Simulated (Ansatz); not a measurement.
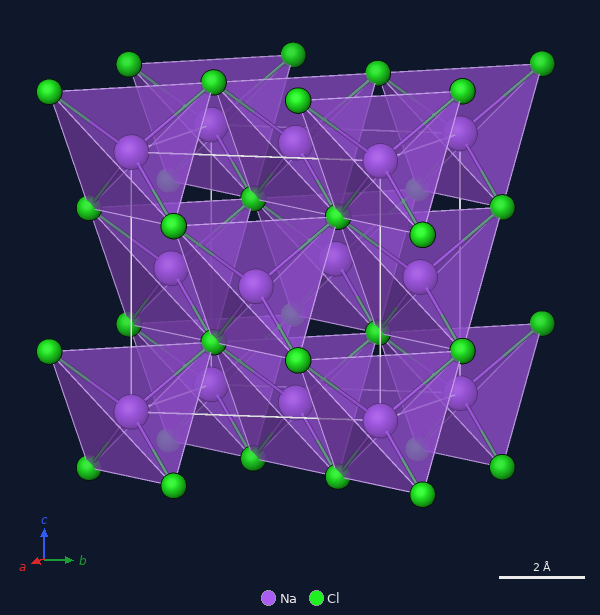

The starting point is crystalline NaCl (built on the zincblende type) at its r2SCAN-relaxed geometry. Style: polyhedral. Shown: the conventional cell (4 times the calculation's cell), slightly off an axis. Lengths and directions refer to the drawn axes.

These are results of Ansatz 0.2.0, DFT, HSE06, plane waves, PAW, not measurements. Set-up: plane-wave cutoff 420 eV; k-point mesh 6 × 6 × 6; occupations fixed; no spin polarisation.

The variant: The cell is strained by −4.8 % along [1 −1 1] and +4.0 % across it (volume +2.9 %). The atoms and the free axis were relaxed with r2SCAN under that strain, and this is a single point on that geometry.

Input
```yaml
crystal:
  lattice:
    - [-0.1818304836, 3.0289332837, 3.0289332837]
    - [3.0289332837, -0.1818304836, 3.0289332837]
    - [3.0289332837, 3.0289332837, -0.1818304836]
  atoms:
    - { symbol: Na, position: [-0.007154858, -0.007154858, -0.007154858] }
    - { symbol: Cl, position: [0.257154858, 0.257154858, 0.257154858] }
kpoints:
  mp_grid: { grid: [6, 6, 6] }
  band_path:
    path:
      - [0.0, 0.0, 0.0]
      - [-0.5, -0.5, 0.0]
      - [-0.375, -0.375, 0.25]
      - [-0.375, 0.0, 0.375]
      - [0.0, 0.0, 0.5]
      - [-0.5, -0.25, 0.25]
    npoints: 1
hamiltonian:
  xc: hse06
scf:
  occupations: { method: fixed }
  n_extra_bands: 4
output:
  forces: true
  stress: true
  eigenvalues: true
```

**What is the effect?**

Among the bonded contacts that change: Cl–Na 2.674 → 2.690 to 2.714 Å. The space group (tolerance 0.01 Å) goes from F-43m (No. 216) to R3m (No. 160). The energy rises by 5.2 meV per atom. Pressure: 0.4 GPa before, −0.3 GPa after. The principal stresses (compression positive) are 0.3 GPa along [1 −1 1] and −0.6 GPa across it. The forces stay under 0.01 eV/Å.

Drawn alike, the variant:

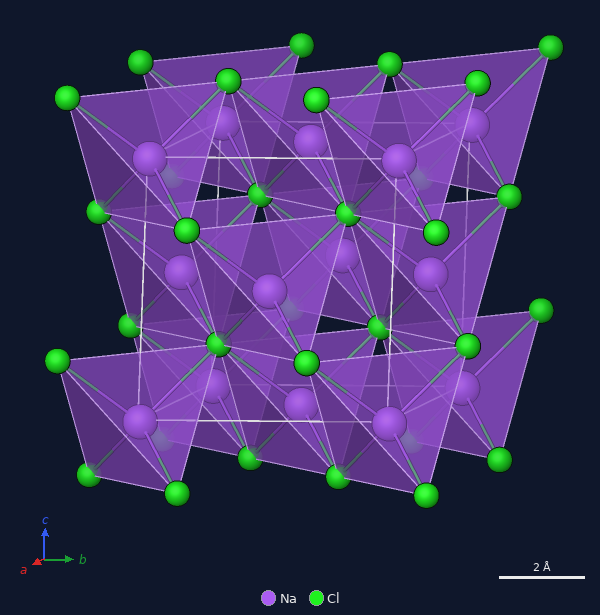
